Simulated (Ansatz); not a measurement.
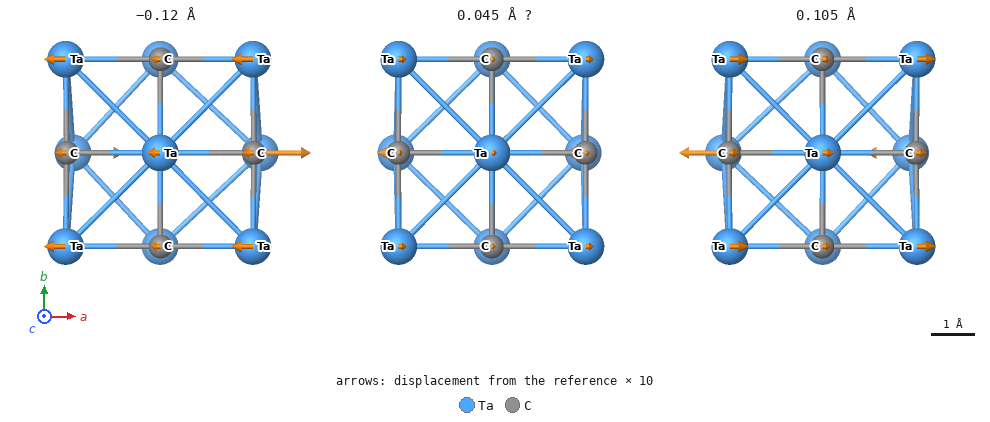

A scan of crystalline Ta4C3 (Pm-3m): a normal mode at the zone centre (one arbitrary combination within a set of 3 degenerate modes) is frozen in with the cell fixed, the amplitude being the largest displacement of an atom. A ball-and-stick model of the cell of the calculation, seen along the c axis. Orange arrows: displacements from the reference.

These are results of DFT PBEsol, scalar-relativistic, plane waves, PAW (Ansatz 0.2.0), not measurements. Settings: plane-wave cutoff 420 eV; k-point mesh 10 × 10 × 10; occupations gaussian; smearing width 0.15 eV; no spin polarisation. Energies (free energies at the smearing named) are counted from the relaxed crystal.

| largest displacement (Å) | ΔE (meV/cell) |
| --- | --- |
| −0.120 | 75.8 |
| −0.060 | 19.4 |
| 0.000 | 0.0 |
| 0.015 | 1.2 |
| 0.030 | 4.9 |
| 0.045 | ? |
| 0.075 | 30.2 |
| 0.090 | 43.2 |
| 0.105 | 58.5 |

One row is withheld. What is its energy?

A straight line between the two neighbours gives 13.3 meV/cell. A cubic through the four nearest rows (0.015, 0.030, 0.075, 0.090) gives, with Lagrange weights, (−0.3000)(1.2) + (1.0000)(4.9) + (0.5000)(30.2) + (−0.2000)(43.2) = 11.0 meV/cell. The calculation gives 11.0 meV/cell, so the cubic is right to the digits shown and the straight line 2.3 meV/cell too high, as the curve bends upwards here.

The whole profile:

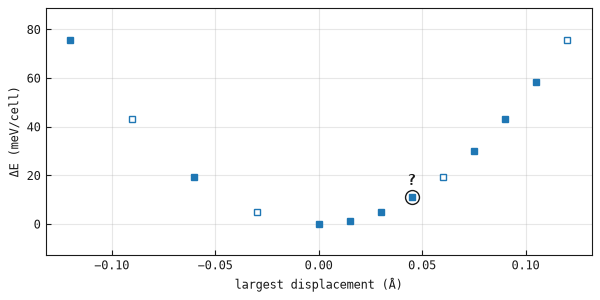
